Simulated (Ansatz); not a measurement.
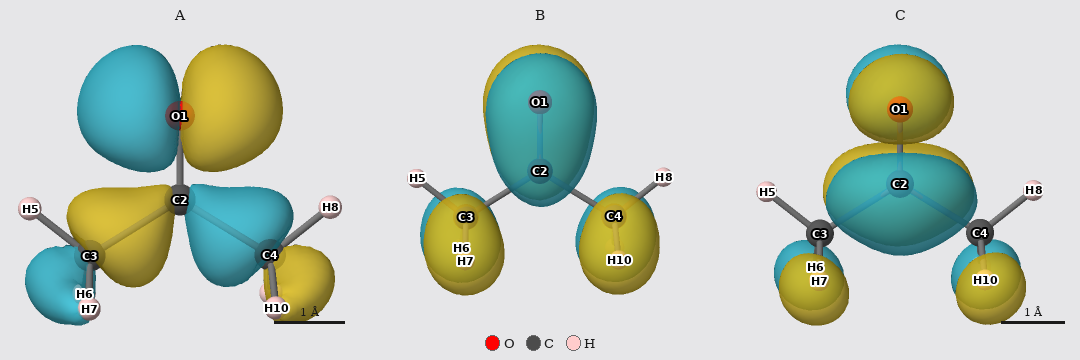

*C₃H₆O. Three frontier orbitals at ±0.1 Å⁻³ᐟ² (yellow and cyan are the two phases), in no order.*

All numbers below come from DFT B3LYP, Gaussian basis def2-SVP (Ansatz).

The calculation's input:

```
crystal:
  periodic: [false, false, false]
  atoms:
    - { symbol: O, position_ang: [-2.496085, -0.076846, -2.485629] }
    - { symbol: C, position_ang: [-1.791437, 0.612037, -1.763573] }
    - { symbol: C, position_ang: [-1.557391, 2.052624, -2.100452] }
    - { symbol: C, position_ang: [-1.162344, 0.01528, -0.542229] }
    - { symbol: H, position_ang: [-2.094407, 2.330095, -3.032645] }
    - { symbol: H, position_ang: [-1.923771, 2.69384, -1.271691] }
    - { symbol: H, position_ang: [-0.471354, 2.229919, -2.246483] }
    - { symbol: H, position_ang: [-1.43775, -1.056434, -0.442525] }
    - { symbol: H, position_ang: [-1.509986, 0.559864, 0.360439] }
    - { symbol: H, position_ang: [-0.057569, 0.095939, -0.614352] }
basis:
  gaussian: { orbitals: def2-SVP }
hamiltonian:
  xc: b3lyp
relax:
  f_tol: 0.004
  max_steps: 200
output:
  orbitals: {}
```

Command:

```sh
ansatz run input.yaml --threads 4 --pin off --max-ram 10240MiB --backend cpu --events-out ev --progress --plain --runs-dir out
```

The fields are those of the relaxed geometry.

### Order the three orbitals by energy and name them.

B is the HOMO−1 (−9.61 eV). By Hirshfeld shares it lies mainly on O1 (about 55 %), C2 (about 20 %), C3 (about 5 %) and C4 (about 5 %). A is the HOMO (−6.80 eV). By Hirshfeld shares it lies mainly on O1 (about 65 %), C2 (about 10 %), C3 (about 10 %) and C4 (about 10 %). C is the LUMO (−0.45 eV). It lies mainly on C2 (about 40 %) and O1 (about 35 %); π-antibonding (π*) across C2–O1.

### What is the HOMO–LUMO gap?

6.35 eV between the orbital energies.
